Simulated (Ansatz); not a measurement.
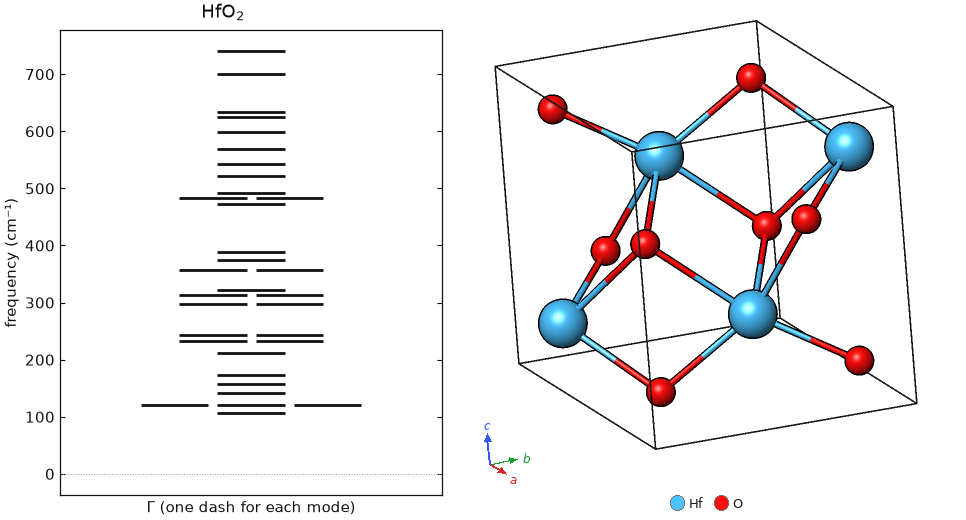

The figure shows the zone-centre optical phonon frequencies (the three acoustic modes are left out) for HfO₂, space group P2_1/c (No. 14). The conventional cell is drawn beside the plot.

Starting cell:
```cif
data_structure
_symmetry_space_group_name_H-M 'P 1'
_symmetry_Int_Tables_number 1
_cell_length_a 5.1613
_cell_length_b 5.2117
_cell_length_c 5.3524
_cell_angle_alpha 90.000
_cell_angle_beta 99.661
_cell_angle_gamma 90.000
_cell_volume 141.93
loop_
_atom_site_label
_atom_site_type_symbol
_atom_site_fract_x
_atom_site_fract_y
_atom_site_fract_z
_atom_site_occupancy
Hf1 Hf 0.27574 0.04289 0.20837 1
Hf2 Hf 0.72426 0.54289 0.29163 1
Hf3 Hf 0.72426 0.95711 0.79163 1
Hf4 Hf 0.27574 0.45711 0.70837 1
O1 O 0.44917 0.75720 0.47662 1
O2 O 0.55083 0.25720 0.02338 1
O3 O 0.55083 0.24280 0.52338 1
O4 O 0.44917 0.74280 0.97662 1
O5 O 0.06711 0.32857 0.34850 1
O6 O 0.93289 0.82857 0.15150 1
O7 O 0.93289 0.67143 0.65150 1
O8 O 0.06711 0.17143 0.84850 1
```

How it was computed, with Ansatz 0.2.0: harmonic phonon frequencies at the zone centre with atoms at rest in the given cell, without the long-range term of polar modes, the three translations left out, imaginary frequencies are negative; plane waves with PAW datasets, Γ-centred k mesh. Level: PBE, no spin polarisation.

- wave cutoff: 420 eV
- k mesh: 6×6×6
- occupations: fixed
- pressure: 0 GPa
- phonon method: linear response

> Are there unstable modes?

No frequency is imaginary, so the structure is stable to these displacements (zone-boundary modes weren't tested here).

> Where does the highest mode lie?

The highest mode lies at 739.8 cm⁻¹ (without the field of polar modes).
